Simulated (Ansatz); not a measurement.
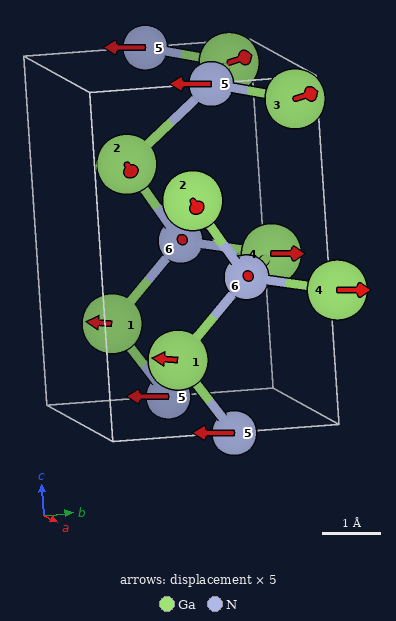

A relaxation of a crystal of Ga2N (a generated structure, set up in P1) (coarse preliminary run). The starting structure is drawn; red arrows show the displacements (the part carried along by the change of the cell is left out), 5 times their true length.

A ball-and-stick model of the cell of the calculation, repeated 2 × 1 × 1 with one cell outlined, seen slightly off an axis.

Computed with DFT PBE, scalar-relativistic, plane waves, PAW (Ansatz).

Input file:
```yaml
crystal:
  lattice:
    - [-1.8399470387, 2.5775368817, -0.0320596309]
    - [0.0040534892, -0.0519500529, 4.2690825514]
    - [5.531079667, 2.585902608, -0.0250202279]
  atoms:
    - { symbol: Ga, position: [0.2622556283, 0.2375409897, 0.248993165] }
    - { symbol: Ga, position: [0.7732910374, 0.2054188417, 0.7606546272] }
    - { symbol: Ga, position: [0.4551877175, 0.7742217403, 0.9913298602] }
    - { symbol: Ga, position: [0.9668014829, 0.7617033079, 0.497510943] }
    - { symbol: "N", position: [1.0317091877, 0.5279478643, 0.0018003253] }
    - { symbol: "N", position: [0.5107549462, 0.4931672561, 0.4997110792] }
basis:
  ecutwfc: 420
kpoints:
  mp_grid: { grid: [8, 6, 4] }
hamiltonian:
  xc: pbe
scf:
  occupations: { method: gaussian, width: 0.2 }
  lower_state_search: "off"
output:
  forces: true
  stress: true
  eigenvalues: true
relax:
  adjacent_minimum: "off"
  f_tol: 0.025
  max_steps: 60
  cell: { stress_tol: 0.25 }
```

Command:
```bash
ansatz run input.yaml --threads 1 --pin off --max-ram 2560MiB --backend cpu --events-out ev --progress --plain --runs-dir out
```

> What did the optimiser do to the structure, and how much energy did it gain?

Over 4 accepted moves (5 points after the start) the energy falls by 168 meV per atom. The largest force component goes from 3.8 to 0.012 eV/Å. Pressure: 10.84 GPa at the start and 0.05 GPa at the end. At 1 point the geometry stayed and the basis and grid were re-selected for the new cell (energy shift of 1.0 meV per atom at most each time). N5 moves most relative to the cell: 0.16 Å along [−1 −1 0]. Largest moves by element: N 0.16 Å, Ga 0.15 Å. Cell: a 3.167 → 3.162 Å (−0.2 %), b 4.269 → 4.390 Å (+2.8 %), c 6.106 → 6.160 Å (+0.9 %), α 90.5° → 90.0°, β 100.5° → 101.8°, γ 91.2° → 90.0°. Volume +3.1 %. Near-neighbour distances that change, for instance: Ga3–N5 1.698 → 2.008 Å, Ga4–N6 1.828 → 2.008 Å, Ga3–N5 (another image) 2.117 → 2.009 Å, Ga1–N6 1.911 → 2.008 Å. Bond angles that change, for instance: Ga3–N5–Ga3 111.8° → 103.8°, N5–Ga3–N5 111.8° → 103.8°, Ga1–N6–Ga4 95.2° → 101.2°. The space group (tolerance 0.01 Å) goes from P1 (No. 1) to C222 (No. 21).
